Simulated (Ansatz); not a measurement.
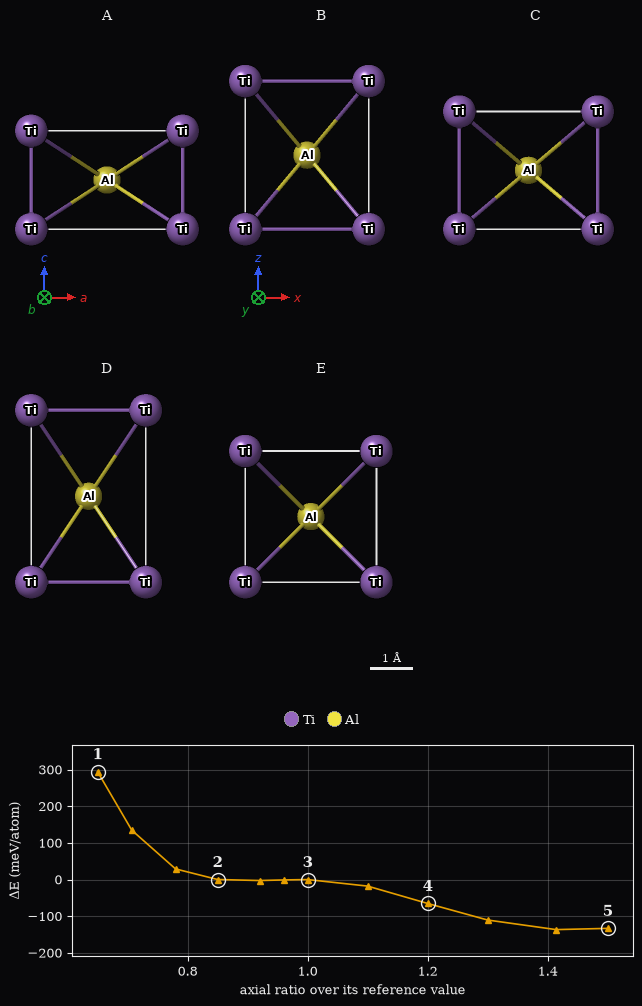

A scan of a crystal of TiAl (Pm-3m): the ratio of the cell's length along z to its lengths across, counted as 1 for the reference, is changed at fixed volume (a tetragonal or Bain path), with the atoms kept at their fractional coordinates. x, y and z are the Cartesian axes of the input. The frames are shuffled; the numbered points of the plot belong to them. The picture is a ball-and-stick view of the cell of the calculation, seen along the b axis.

The calculation used Ansatz, DFT r2SCAN, scalar-relativistic, plane waves, PAW. Settings: plane-wave cutoff 500 eV; k-point mesh 22 × 22 × 22; occupations gaussian; smearing width 0.15 eV; no spin polarisation. Energies (free energies at the smearing named) are counted from the relaxed crystal.

> Which frame belongs to which numbered point?

Point 1 is frame A (the relative ratio 0.65, 295 meV/atom); 2 is frame C (the relative ratio 0.85, 0 meV/atom); 3 is frame E (the relative ratio 1.00, 0 meV/atom); 4 is frame B (the relative ratio 1.20, −65 meV/atom); 5 is frame D (the relative ratio 1.50, −133 meV/atom). The lowest computed point lies at the relative ratio 1.414 (−137 meV/atom). The end points stand at 295 meV/atom (0.65) and −133 meV/atom (1.50). The distortion takes the space group from Pm-3m to P4/mmm. At the relative ratio 1.50 the cell of the drawing goes a 3.171 → 2.770 Å, b 3.171 → 2.770 Å, c 3.171 → 4.156 Å.
